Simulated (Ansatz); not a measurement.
Consider Zr3S2.

```
Zr S
1.0
     2.86457   -4.96159    0.00000
     5.72915    0.00000    0.00000
     2.86457   -1.65386    6.86940
Zr S
6 4
Direct
  0.75000 0.41184 0.75000
  0.25000 0.91184 0.25000
  0.08816 0.75000 0.75000
  0.58816 0.25000 0.25000
  0.41184 0.08816 0.75000
  0.91184 0.58816 0.25000
  0.83252 0.83252 0.50244
  0.33252 0.33252 0.00244
  0.66748 0.66748 0.99756
  0.16748 0.16748 0.49756
```

Space group R32; a structure from a database of computed crystals, not necessarily the ambient phase.

The calculation used DFT PBEsol, scalar-relativistic, plane waves, PAW in Ansatz.

**Predict the valence pseudo-density and electron localisation function between the atoms.**

Zr–S (2.57 Å): ρ at the midpoint is about 0.38 e/Å³; the ELF peaks at about 0.85 in the valence shell of S, 0.8 Å from its nucleus, and is about 0.25 at the midpoint; no localised pair shows between them.
The ELF has a maximum of about 0.75 in the space between the atoms, on no atom or two-centre bond.

**Does the calculation give a band gap?**

It is metallic or semimetallic at this level of theory: no gap opens.

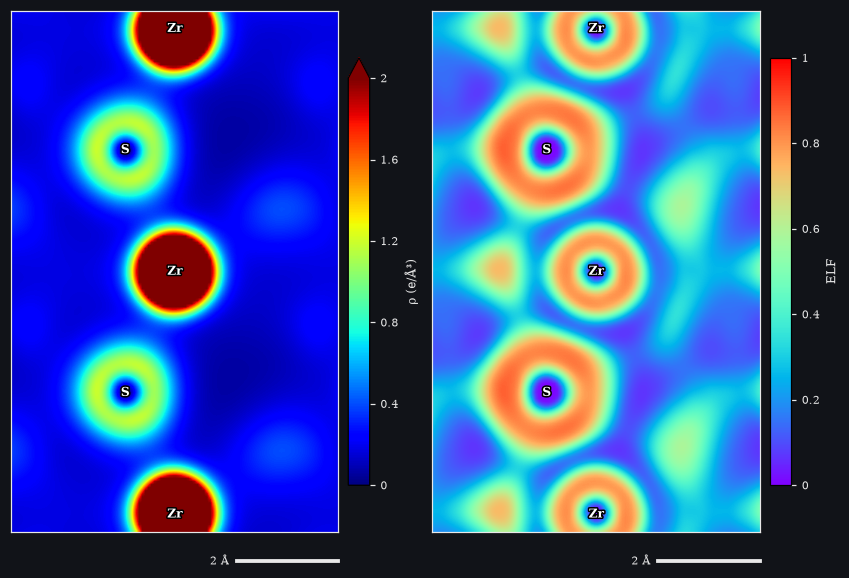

Computed valence pseudo-density and electron localisation function on the (101̄) plane of the calculation cell, in this order. 
